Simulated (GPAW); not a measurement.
GaN (F-43m): refractive index against wavelength

The refractive index of GaN (F-43m) below the direct gap (1.71 eV on the mesh) is read from one computed spectrum, n = √(Re ε).

The structure is cubic, space group F-43m (No. 216). Conventional cell: a = 4.507 Å, b = 4.507 Å, c = 4.507 Å, α = 90.00°, β = 90.00°, γ = 90.00°. Ga on site a has 4 N at 1.95 Å as nearest neighbours. N on site d is surrounded by 4 Ga at 1.95 Å.

Method: GPAW 26.7.0, PBE, RPA, k-mesh 18×18×18, local fields up to 60 eV, Lorentzian half width 0.2 eV.

Launch of the response step: `OMP_NUM_THREADS=1 python df.py`. The run took 89 s, its band step included, on 1 thread of Arm Neoverse V1, with other jobs on the host.

```
wavelength (nm)  photon energy E (eV)       n
           3000                 0.413  2.3964
           2000                 0.620  2.4049
           1550                 0.800  2.4155
           1310                 0.946       ?
           1064                 1.165  2.4495
```

In the single-oscillator model n² − 1 = E₀E_d/(E₀² − E²), so 1/(n² − 1) = E₀/E_d − E²/(E₀E_d) is linear in E².

Working, on the rows shown:

| x = E² (eV²) | y = 1/(n² − 1) |
| --- | --- |
| 0.170801 | 0.210849 |
| 0.384302 | 0.20905 |
| 0.639837 | 0.206841 |
| 1.35784 | 0.199998 |

Means: x̄ = 0.6382, ȳ = 0.20668. Σ(x − x̄)(y − ȳ) = -0.007359, Σ(x − x̄)² = 0.8008. Slope = -0.007359 / 0.8008 = -0.009189; intercept = ȳ − slope · x̄ = 0.21255. Turned back into n, the line misses the rows shown by at most 0.00083.

Q: Fill in the last column of the withheld row.

A: At x = 0.89576 the line gives y = 0.20432, that is 2.4278. The run gave 2.4269, so the interpolation is off by 0.00093, 1.7 % of the range in the table.

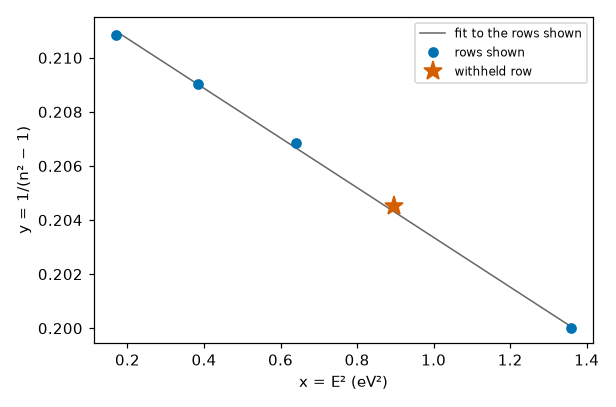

Refitted with all rows, the slope is -0.009144 and the intercept 0.21256. These give E₀ = √(intercept/−slope) = 4.82 eV and E_d = E₀/intercept = 22.7 eV; E₀ is 2.8 times the direct gap. The electronic limit at long wavelengths, without lattice vibrations, is n = √(1 + 1/intercept) = 2.388. Excitons are left out; PBE gaps are as a rule too small. The values come from a sum over the points of one k-mesh and carry its error, which grows as the direct gap shrinks. The local-field cutoff holds few shells of reciprocal vectors for this small cell, so ε∞ can read a few per cent high. Spin-orbit coupling is left out.

[Logs are printed without paths, hosts, clocks, repeated set-up lines and the standing remarks that a program may print on its own settings, such as how far it seeks lower states.]
